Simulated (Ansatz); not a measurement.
# Quasiparticle gap of Sr2SiS4 (P2_1/m)

Wanted: the gap of Sr2SiS4 (P2_1/m) with a many-body correction, and the time that it takes.

Program: Ansatz 0.2.0. Level of theory: r2SCAN, then G0W0 on it, plane waves, PAW. Results are calculated unless marked as measured.

## 1. The structure

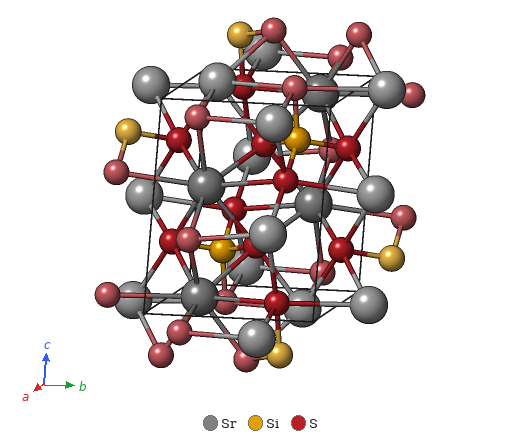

The cell as given, slightly off an axis (strontium grey, silicon orange, sulfur red). Some periodic images of atoms are drawn too.

The cell and positions are those that the Materials Project relaxed with its own functionals (PBE, PBE+U or r2SCAN), kept fixed. The default PAW set here is soft_2. Its files were made with PBE.

## 2. Bands along the symmetry lines

Levels along a band path and on the mesh show where this functional puts the band edges.

This step: DFT, r2SCAN, plane waves, PAW.

input.yaml

```yaml
crystal:
  lattice:
    - [6.6087392105, 0.0, 0.0]
    - [0.0, 6.65954238, 0.0]
    - [-2.5827482587, 0.0, 7.848229828]
  atoms:
    - { symbol: Sr, position: [0.2836712, 0.75, 0.95180912] }
    - { symbol: Sr, position: [0.7163288, 0.25, 0.04819088] }
    - { symbol: Sr, position: [0.2248299, 0.75, 0.42926377] }
    - { symbol: Sr, position: [0.7751701, 0.25, 0.57073623] }
    - { symbol: Si, position: [0.72130103, 0.75, 0.7968462] }
    - { symbol: Si, position: [0.27869897, 0.25, 0.2031538] }
    - { symbol: S, position: [0.88645343, 0.75, 0.06157594] }
    - { symbol: S, position: [0.11354657, 0.25, 0.93842406] }
    - { symbol: S, position: [0.91690048, 0.75, 0.63566798] }
    - { symbol: S, position: [0.08309952, 0.25, 0.36433202] }
    - { symbol: S, position: [0.51038414, 0.50196672, 0.7372482] }
    - { symbol: S, position: [0.48961586, 0.00196672, 0.2627518] }
    - { symbol: S, position: [0.48961586, 0.49803328, 0.2627518] }
    - { symbol: S, position: [0.51038414, 0.99803328, 0.7372482] }
kpoints:
  mp_grid: { grid: [4, 4, 4] }
  band_path:
    path:
      - [0.0, 0.0, 0.0]
      - [0.0, 0.5, 0.0]
      - [0.0, 0.5, 0.5]
      - [0.0, 0.0, 0.5]
      - [0.0, 0.0, 0.0]
      - [-0.5, 0.0, 0.5]
      - [-0.5, 0.5, 0.5]
      - [0.0, 0.5, 0.0]
      - [-0.5, 0.5, 0.0]
      - [-0.5, 0.0, 0.0]
      - [0.0, 0.0, 0.0]
    npoints: 10
hamiltonian:
  xc: r2scan
scf:
  occupations: { method: fermi_dirac, width: 0.02 }
  n_extra_bands: 8
output:
  eigenvalues: true
  forces: true
  stress: true
```

Run with:

```bash
$ ansatz run input.yaml --threads 24 --pin off --max-ram 82944MiB --backend cuda --events-out ev --progress --plain --runs-dir out --devices 1 --max-vram 78GiB
```

Numbers of over 12 decimals in the logs are rounded to 6 here.

The program printed:

```text
scf.n_extra_bands = 8 over 48 filled bands (N_el = 96.0): the run solves 56 bands
GPUs: using 1 of 1 available (devices: 1).
Engine: ansatz 0.2.0, aarch64-unknown-linux-gnu
Pseudopotentials: kind: paw
Pseudopotential: Sr, paw, valence charge 10, recommended cutoff 500 eV (meta_gga), Sr.paw.azcp
Pseudopotential: Si, paw, valence charge 4, recommended cutoff 500 eV (meta_gga), Si.paw.azcp
Pseudopotential: S, paw, valence charge 6, recommended cutoff 500 eV (meta_gga), S.paw.azcp
Functional definition: r2SCAN
  parameter k0 = 0.174
  parameter k1 = 0.065
  parameter a1 = 4.9479
  exchange = r2scan_x(k0 = k0, k1 = k1, a1 = a1)
  correlation = r2scan_c
device memory: the entry about to start is reckoned to put 7.4 GiB on a device that reports 127.1 GiB free (of which the cap on the GPU budget leaves the run 78.0 GiB)
GPU FFT provider: cuFFT
GPU libraries: cuBLAS 13.8.1, cuFFT 12.4.0, cuSOLVER 12.3.2
GPU matrix products: emulated (plane waves: as basis.precision tells), large ones in fixed point in workspaces of 1.00 GiB
Crystal: 14 atoms, lattice volume = 345.410 Å³
Basis set: ecut = 500 eV, 8735 PW (Γ), exchange–correlation on 200×200×256 points (64 copies of the dense FFT grid, shifted against one another)
Bands: 56, of which v1, the nominal top of the filled ones, is band 48 counted from 1 (47 counted from 0)
Symmetry: 4 space group operations
Space group: P21/m (ITA 11), of the structure as read, at distance tolerance 7.0e-5 Å
k-points: 30 of 64
Non-local potential: Sr, projectors of the file, l = 0: 3, l = 1: 2, l = 2: 2
Non-local potential: Si, projectors of the file, l = 0: 2, l = 1: 2, l = 2: 2
Non-local potential: S, projectors of the file, l = 0: 2, l = 1: 2, l = 2: 2
PAW form: soft (Blöchl's): semilocal exchange-correlation on the pseudo side does not see the compensation charge
PAW frozen core: Sr, regenerated for the run's functional (the file was generated under x = pbe(κ = 0.804, μ = 0.219515), c = pbe(β = 0.066725))
PAW frozen core: Si, regenerated for the run's functional (the file was generated under x = pbe(κ = 0.804, μ = 0.219515), c = pbe(β = 0.066725))
PAW frozen core: S, regenerated for the run's functional (the file was generated under x = pbe(κ = 0.804, μ = 0.219515), c = pbe(β = 0.066725))
PAW one-centre angular grid: Sr, 302 points (default); XC on 160 Gauss nodes
PAW one-centre angular grid: Si, 302 points (default); XC on 160 Gauss nodes
PAW one-centre angular grid: S, 302 points (default); XC on 160 Gauss nodes
Initial density: superposition of atomic densities (neutral atoms: chi_scale 0, normalization atom), corrected by the library's trained network
Initial wavefunctions: pseudopotential atomic-orbital guess
GPU buffer pool allocated for 160000 grid points (all kernels)
GPU transforms: local potential and band sums: pruned to the plane-wave sphere, on 50×50×64
Functional: x = r2scan, c = r2scan; τ floored in thin density (d = 2e-4 eV/Å³)
SCF iter   1: F=—  HF=-22770.376568 eV  |F-HF|=—  |Δ(HF+E_count)|=         —  Δρ=4.21e-3  dr2=6.10e-2  dr2_τ=1.32e-1  ethr=1.77e-3  ⟨swp⟩=13.6  Hψ=10116  notcnv=0
preconditioner: auto → Resta (q_TF=auto, 2.204 Å⁻¹)  ε∞=3.2  [insulator: Δε(μ)=3.414 eV  Ē_g=12.724 eV  σ=0.020 eV  W_gap=1.00  n_scr=64 (ndim 8)  ℏωp=18.7 eV  f_vac=0.008  D(μ)=0.00/eV (n_scr^D=0)  ε∞_Penn≈3.2]
SCF iter   2: F=—  HF=-22770.619617 eV  |F-HF|=—  |Δ(HF+E_count)|=   2.43e-1  Δρ=2.65e-3  dr2=1.80e-2  dr2_τ=7.50e-4  ethr=6.35e-5  ⟨swp⟩=3.8  Hψ=3753  notcnv=0  defer=60
SCF iter   3: F=—  HF=-22770.616104 eV  |F-HF|=—  |Δ(HF+E_count)|=   3.51e-3  Δρ=3.00e-4  dr2=5.30e-4  dr2_τ=1.49e-4  ethr=1.87e-5  ⟨swp⟩=4.0  Hψ=3402  notcnv=0  defer=60
SCF iter   4: F=—  HF=-22770.616691 eV  |F-HF|=—  |Δ(HF+E_count)|=   5.87e-4  Δρ=1.13e-4  dr2=5.60e-5  dr2_τ=2.82e-6  ethr=5.52e-7  ⟨swp⟩=2.0  Hψ=2579  notcnv=0  defer=60
SCF iter   5: F=—  HF=-22770.616039 eV  |F-HF|=—  |Δ(HF+E_count)|=   6.52e-4  Δρ=3.17e-5  dr2=6.45e-6  dr2_τ=5.84e-7  ethr=5.83e-8  ⟨swp⟩=2.0  Hψ=3000  notcnv=0  defer=60
SCF iter   6: F=—  HF=-22770.616040 eV  |F-HF|=—  |Δ(HF+E_count)|=   8.83e-7  Δρ=8.67e-6  dr2=3.87e-7  dr2_τ=4.26e-8  ethr=6.72e-9  ⟨swp⟩=2.0  Hψ=2919  notcnv=0  defer=60
SCF iter   7: F=-22770.616040 eV  HF=-22770.616040 eV  |F-HF|=6.80e-9  |Δ(HF+E_count)|=   1.75e-7  Δρ=2.36e-6  dr2=4.87e-8  dr2_τ=2.03e-9  ethr=1.04e-10  ⟨swp⟩=15.0  Hψ=8840  notcnv=0
SCF 1 converged in 7 iterations: F = -22770.616040 eV  dr2 = 4.87e-8
  greatest PAW one-centre occupation: 0.988 electrons in one spin orbital (limit 2), on the Sr atom at site 1 (counted from 0), in its partial waves of l = 0
device memory: the entry about to start is reckoned to put 20.3 GiB on a device that reports 148.0 GiB free (of which the cap on the GPU budget leaves the run 78.0 GiB)
NSCF: frozen V_eff on 101 k-points, pencils in batches of 32, up to order 248
SCF converged after 7 iterations
Free energy (F): -22770.616040 eV
Harris-Foulkes:  -22770.616040 eV  (|F-HF|=6.80e-9)
Internal energy: -22770.616040 eV  (E = F + TS)
E sigma→0 (E₀):  -22770.616040 eV
Fermi energy:    6.985711 eV
--- Per-component energies (eV) ---
  E_band       = -479.306699
  E_kinetic    = 1928.898213
  E_local      = -3757.190470  (includes V_loc(G=0)·N_el)
  E_nonlocal   = 1076.613556
  E_hartree    = 992.672066
  E_xc         = -1500.210781
  E_vxc        = -1579.211762  (∫ρ·V_xc dr)
  E_paw        = -16777.485112  (= ΣΔE_a)
  E_vpaw       = -212.045795  (= ΣTr[D̂ρ^β])
  E_aug_tail   = 0.000013  (compensation charges beyond the density's cutoff)
  E_vtau       = 78.281176  (kinetic-family band-sum trace: ∫τ·v_τ [+ j·A + Jᵃ·Aᵃ] dr)
  E_ewald      = -4732.298378
  E_core_change = -1.615146  (= ΣΔE_core)
  E_smearing   = -0.000000  (= −TS)
  E_closure    = 0.000000  (closes the sum)
  Σ components = -22770.616040   (vs F -22770.616040, Δ=0.00e0)
--- Forces (eV/Å), atoms counted from 1 ---
  atom   1  Sr     0.00455987    -0.00000000    -0.00246976
  atom   2  Sr    -0.00455987     0.00000000     0.00246976
  atom   3  Sr     0.00822426    -0.00000000     0.00438867
  atom   4  Sr    -0.00822426     0.00000000    -0.00438867
  atom   5  Si    -0.01191702     0.00000000    -0.00254765
  atom   6  Si     0.01191702    -0.00000000     0.00254765
  atom   7  S      0.00858906    -0.00000000     0.03625032
  atom   8  S     -0.00858906     0.00000000    -0.03625032
  atom   9  S      0.03556707     0.00000000    -0.01816244
  atom  10  S     -0.03556707    -0.00000000     0.01816244
  atom  11  S     -0.01190038    -0.03225385    -0.00714449
  atom  12  S      0.01190038    -0.03225385     0.00714449
  atom  13  S      0.01190038     0.03225385     0.00714449
  atom  14  S     -0.01190038     0.03225385    -0.00714449
  max |Σ_I F_I| component: 6.94e-18 eV/Å
--- Stress (GPa, compression-positive) ---
       -0.021158       0.000000      -0.011009
        0.000000       0.027255       0.000000
       -0.011008       0.000000       0.000408
  P = ⅓ Tr σ = 0.0022 GPa (0.022 kbar)
--- Band table (eV; the first three rows and the last of 30) ---
  k-point 0: bands = [... 44 lower, 4.7771, 4.9596, 5.0741, 5.2773, 9.1886, 9.4366, 9.5368, 9.7738, ... 4 higher]
  k-point 1: bands = [... 44 lower, 4.7678, 4.9718, 5.0120, 5.2173, 9.2704, 9.5257, 9.6089, 9.7997, ... 4 higher]
  k-point 2: bands = [... 44 lower, 4.6695, 4.8360, 5.0287, 5.1822, 9.3437, 9.5887, 9.6488, 9.7963, ... 4 higher]
  k-point 29: bands = [... 44 lower, 4.5787, 4.5787, 4.6865, 4.6865, 9.9831, 9.9831, 10.0818, 10.0818, ... 4 higher]
```

Elapsed: 3.3 s, on 1 × NVIDIA GB200 (shared by 2 runs) with 24 threads of Arm Neoverse V2, shared host; peak memory 1.4 GiB; 8.3 s of CPU time.

Numbers from this step:

```
pressure             : 0.002169 GPa
filled bands         : 48
gap                  : 3.405 eV
valence top at       : Γ
conduction bottom at : Y_2
least direct gap     : 3.573 eV
```

Over mesh and path the gap is 3.405 eV, from k = Γ to k = (-0.500, 0.000, 0.000). The least direct gap found is 3.573 eV, at k = (-0.500, 0.000, 0.000).

The electronic bands at the labelled points (eV, zero at the top of the highest nominally filled band):

```
point  band 45  band 46  band 47  band 48  band 49  band 50  band 51  band 52
    Γ    -0.50    -0.32    -0.20     0.00     3.91     4.16     4.26     4.50
    Z    -0.82    -0.82    -0.38    -0.38     4.28     4.28     4.74     4.74
    D    -0.57    -0.57    -0.46    -0.46     4.35     4.35     4.67     4.67
    B    -0.61    -0.44    -0.25    -0.10     4.07     4.31     4.37     4.52
    Γ    -0.50    -0.32    -0.20     0.00     3.91     4.16     4.26     4.50
    A    -0.50    -0.35    -0.24    -0.04     4.05     4.11     4.37     4.60
    E    -0.70    -0.70    -0.59    -0.59     4.71     4.71     4.80     4.80
    Z    -0.82    -0.82    -0.38    -0.38     4.28     4.28     4.74     4.74
   C2    -0.63    -0.63    -0.55    -0.55     3.72     3.72     4.50     4.50
   Y2    -0.43    -0.43    -0.22    -0.17     3.40     3.88     4.08     4.37
    Γ    -0.50    -0.32    -0.20     0.00     3.91     4.16     4.26     4.50
```

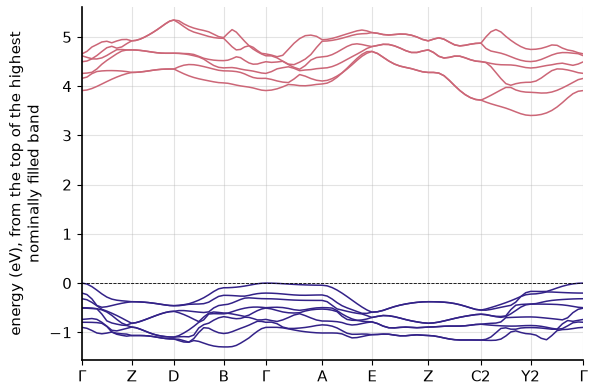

Electronic bands along the path; lines of filled and empty bands in two colours.

## 3. G0W0 on the 2×2×2 mesh

G0W0 replaces the xc potential by a self-energy built once from the orbitals of the start. Levels are corrected in the window of bands that the input names, at points of the mesh.

This step: G0W0 on r2SCAN, plane waves, PAW.

input.yaml, the sections that differ from step 2:

```yaml
kpoints:
  mp_grid: { grid: [2, 2, 2] }
scf:
  occupations: { method: fixed }
gw:
  n_empty_bands: 904
  ecut_chi: 110.0
  qp_bands: [v4, c4]
  qp_kpoints: band_edges
  screening: { model: contour_deformation }
# crystal, hamiltonian: as in step 2
# output: removed
```

The program printed:

```text
GPUs: using 1 of 1 available (devices: 1).
[...]
Crystal: 14 atoms, lattice volume = 345.410 Å³
Basis set: ecut = 500 eV, 8735 PW (Γ), exchange–correlation on 200×200×256 points (64 copies of the dense FFT grid, shifted against one another)
Bands: 62, of which v1, the nominal top of the filled ones, is band 48 counted from 1 (47 counted from 0)
Symmetry: 4 space group operations
[...]
k-points: 8
[...]
SCF iter   1: F=—  HF=-22770.275643 eV  |F-HF|=—  |Δ(HF+E_count)|=         —  Δρ=4.35e-3  dr2=6.68e-2  dr2_τ=1.34e-1  ethr=1.77e-3  ⟨swp⟩=6.8  Hψ=2001  notcnv=0  defer=81
[...]
SCF iter   7: F=-22770.525308 eV  HF=-22770.525308 eV  |F-HF|=2.20e-9  |Δ(HF+E_count)|=   4.90e-8  Δρ=2.20e-6  dr2=3.19e-8  dr2_τ=1.85e-9  ethr=1.04e-10  ⟨swp⟩=20.2  Hψ=3353  notcnv=0
SCF 1 converged in 7 iterations: F = -22770.525308 eV  dr2 = 3.19e-8
[...]
NSCF: frozen V_eff on 8 k-points
[...]
SCF converged after 7 iterations
[...]
0    52      9.7756    -6.4634    -3.8625   -10.8665  0.8158    10.3191    10.3162  root
     1    45      4.6741   -17.4297     2.1022   -14.5125  0.7810     3.8511     3.8592  root
     1    46      4.8412   -17.5012     2.1090   -14.5852  0.7808     4.0263     4.0342  root
     1    47      5.0339   -18.2404     2.0743   -15.3842  0.7838     4.2452     4.2521  root
     1    48      5.1877   -18.3350     2.0630   -15.5056  0.7824     4.4147     4.4213  root
     1    49      9.3451    -7.0316    -3.8181   -11.4533  0.8149     9.9523     9.9488  root
     1    50      9.5909    -7.8245    -3.9446   -12.4711  0.8097    10.2979    10.2929  root
     1    51      9.6499    -6.3444    -3.8839   -10.7689  0.8170    10.1934    10.1905  root
     1    52      9.7979    -7.0311    -3.9824   -11.6404  0.8123    10.4288    10.4248  root
     2    45      4.4662   -17.8985     2.1406   -14.9546  0.7802     3.6550     3.6629  root
     2    46      4.4662   -17.8985     2.1406   -14.9546  0.7802     3.6550     3.6629  root
     2    47      4.9034   -17.7243     2.1217   -14.7998  0.7795     4.0928     4.1006  root
     2    48      4.9034   -17.7243     2.1217   -14.7998  0.7795     4.0928     4.1006  root
     2    49      9.5582    -7.0071    -3.8641   -11.4412  0.8125    10.1314    10.1282  root
     2    50      9.5582    -7.0071    -3.8641   -11.4412  0.8125    10.1314    10.1282  root
     2    51     10.0157    -5.8775    -3.9725   -10.3834  0.8183    10.5521    10.5491  root
     2    52     10.0157    -5.8775    -3.9725   -10.3834  0.8183    10.5521    10.5491  root
     3    45      4.7074   -17.7859     2.1218   -14.8691  0.7788     3.9046     3.9124  root
     3    46      4.7074   -17.7859     2.1218   -14.8691  0.7788     3.9046     3.9124  root
     3    47      4.8233   -17.5254     2.1040   -14.6230  0.7791     4.0172     4.0250  root
     3    48      4.8233   -17.5254     2.1040   -14.6230  0.7791     4.0172     4.0250  root
     3    49      9.6273    -7.3219    -3.9221   -11.9051  0.8114    10.2928    10.2883  root
     3    50      9.6273    -7.3219    -3.9221   -11.9051  0.8114    10.2928    10.2883  root
     3    51      9.9481    -6.4738    -3.9785   -11.0152  0.8148    10.5143    10.5110  root
     3    52      9.9481    -6.4738    -3.9785   -11.0152  0.8148    10.5143    10.5110  root
     4    45      4.8544   -17.7105     2.1077   -14.8047  0.7808     4.0486     4.0563  root
     4    46      4.8549   -17.7314     2.1111   -14.8242  0.7786     4.0510     4.0588  root
     4    47      5.0597   -17.9734     2.0860   -15.1053  0.7810     4.2704     4.2776  root
     4    48      5.1148   -18.3185     2.0715   -15.4638  0.7849     4.3248     4.3316  root
     4    49      8.6822    -5.7657    -3.7279    -9.9946  0.8229     9.1854     9.1831  root
     4    50      9.1543    -7.1625    -3.7097   -11.3977  0.8141     9.6824     9.6798  root
     4    51      9.3580    -6.4427    -3.8426   -10.8211  0.8164     9.8966     9.8938  root
     4    52      9.6491    -6.8482    -3.9320   -11.3853  0.8143    10.2579    10.2543  root
     5    45      4.7844   -17.8615     2.1208   -14.9468  0.7800     3.9830     3.9906  root
     5    46      4.9307   -18.0506     2.0858   -15.1717  0.7840     4.1304     4.1375  root
     5    47      5.0417   -18.1637     2.0657   -15.3147  0.7845     4.2517     4.2585  root
     5    48      5.2394   -17.9365     2.0487   -15.1229  0.7804     4.4677     4.4745  root
     5    49      9.3245    -7.1751    -3.8625   -11.6441  0.8144     9.9346     9.9311  root
     5    50      9.3838    -6.3063    -3.8578   -10.6928  0.8177     9.9153     9.9126  root
     5    51      9.6446    -5.8720    -3.7804   -10.1331  0.8188    10.1276    10.1253  root
[...]
6    49      8.9949    -5.6943    -3.7226    -9.9066  0.8212     9.4870     9.4847  root
     6    50      8.9949    -5.6943    -3.7226    -9.9066  0.8212     9.4870     9.4847  root
     6    51      9.7781    -7.1375    -3.9069   -11.6620  0.8126    10.3995    10.3956  root
     6    52      9.7781    -7.1375    -3.9069   -11.6620  0.8126    10.3995    10.3956  root
     7    45      4.5838   -17.5488     2.1322   -14.6046  0.7798     3.7636     3.7718  root
     7    46      4.5838   -17.5488     2.1322   -14.6046  0.7798     3.7636     3.7718  root
     7    47      4.6918   -17.4647     2.1584   -14.4822  0.7786     3.8592     3.8678  root
     7    48      4.6918   -17.4647     2.1584   -14.4822  0.7786     3.8592     3.8678  root
     7    49      9.9845    -6.7122    -3.9335   -11.2370  0.8129    10.5794    10.5757  root
     7    50      9.9845    -6.7122    -3.9335   -11.2370  0.8129    10.5794    10.5757  root
     7    51     10.0826    -6.2416    -3.9587   -10.7838  0.8140    10.6697    10.6661  root
     7    52     10.0826    -6.2416    -3.9587   -10.7838  0.8140    10.6697    10.6661  root
```

It took 11 s on 1 × NVIDIA GB200 (shared by 2 runs) with 24 threads; peak memory 4.4 GiB; 45 s of CPU time.

Numbers from this step:

```yaml
bands_summed: 952
rpa_eps_infinity_on_this_mesh_eigenvalues: 3.964, 4.009, 4.295
plane_waves_in_the_screening_matrix: 911
q_points_in_the_mesh: 8
g0w0_gap_over_the_corrected_points: 4.655 eV
k_of_the_valence_top: 0, 0, 0
k_of_the_conduction_bottom: -0.5, 0, 0
starting_gap_on_the_mesh: 3.399 eV
z_at_the_valence_top: 0.7806
z_at_the_conduction_bottom: 0.8229
least_direct_g0w0_gap_over_the_corrected_points: 4.851 eV
```

Over all 8 irreducible mesh points the G0W0 gap is 4.655 eV, from k = Γ to k = (-0.500, 0.000, 0.000). The r2SCAN gap of this run on the mesh is 3.399 eV. The two states that bound the G0W0 gap lie that far apart at the start, so the correction of the gap is 4.655 − 3.399 = +1.256 eV. The start of this run differs from the step before in mesh (4×4×4 and 2×2×2).

Labels follow the order of the start: v1 is the top filled band, c1 the lowest empty one; levels that stay degenerate share a row, the window can cut a multiplet, doubted levels are not marked in this list, bands outside the window were not corrected, and the list may be a part of the corrected levels. The levels before and after the correction (eV, zero at the valence-band top of each column):

```
           conduction bottom  valence top
Kohn-Sham               3.40         0.00
     G0W0               4.66         0.00
```

```
                   level  occupation  energy (eV)
Kohn-Sham           Γ v3           2       -0.318
Kohn-Sham           Γ v2           2       -0.203
Kohn-Sham           Γ v1           2        0.000
Kohn-Sham           Γ c1           0        3.908
Kohn-Sham           Γ c2           0        4.156
Kohn-Sham           Γ c3           0        4.256
Kohn-Sham  (-0.5 0 0) v3           2       -0.428
Kohn-Sham  (-0.5 0 0) v2           2       -0.223
Kohn-Sham  (-0.5 0 0) v1           2       -0.168
Kohn-Sham  (-0.5 0 0) c1           0        3.400
Kohn-Sham  (-0.5 0 0) c2           0        3.872
Kohn-Sham  (-0.5 0 0) c3           0        4.075
     G0W0           Γ v3           2       -0.347
     G0W0           Γ v2           2       -0.239
     G0W0           Γ v1           2        0.000
     G0W0           Γ c1           0        5.124
     G0W0           Γ c2           0        5.407
     G0W0           Γ c3           0        5.622
     G0W0  (-0.5 0 0) v3           2       -0.469
     G0W0  (-0.5 0 0) v2           2       -0.250
     G0W0  (-0.5 0 0) v1           2       -0.196
     G0W0  (-0.5 0 0) c1           0        4.655
     G0W0  (-0.5 0 0) c2           0        5.152
     G0W0  (-0.5 0 0) c3           0        5.366
```

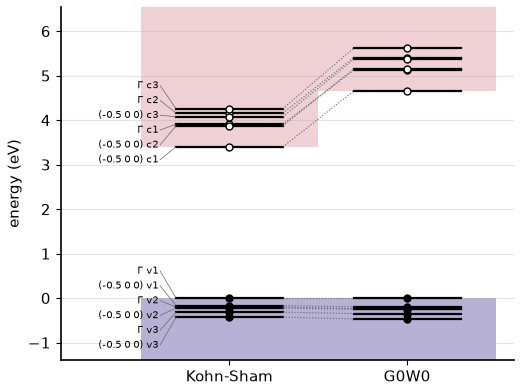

Levels before and after the correction. Shaded: valence and conduction bands. Filled marks are occupied levels, open marks empty ones.

The parts of the quasiparticle energy for the two states that bound the G0W0 gap, in eV on the run's own scale (QP = start + Σx + Σc − Vxc, with Σc at the quasiparticle energy):

```
             edge                       k  band  start       Σx      Σc      Vxc      Z     QP
      valence top                       Γ    48  5.283  −18.127   2.037  −15.335  0.781  4.528
conduction bottom  (-0.500, 0.000, 0.000)    49  8.682   −5.766  −3.728   −9.995  0.823  9.183
```

(Continued in part 2 of 2.)

[Paths, hosts, dates, memory and timing lines, banners, echoed tables and standing remarks are left out of the program output.]

[Logs are printed without paths, hosts, clocks, repeated set-up lines and the standing remarks that a program may print on its own settings, such as how far it seeks lower states.]

[Runs of the session that timed out or met a known fault of the program may be left out.]

[Cells called generated may have been cut or substituted from an entry of the Crystallography Open Database or the Materials Project.]

[Hosts, paths, dates, database ids (printed as entryN), source tags and the programs' standing remarks are cut or masked in the printed files.]

[Where an RPA ε∞ is given, it is that of the G0W0 mesh and is not shown converged in it. Names of k-points follow the symmetry that the program found, which can be lower than the space group named. Band edges on a path are those of the sampled points; other points can move an edge, and change direct to indirect where valleys lie close.]

[Hybrid gaps are those of their k-mesh and are not shown converged in it.]
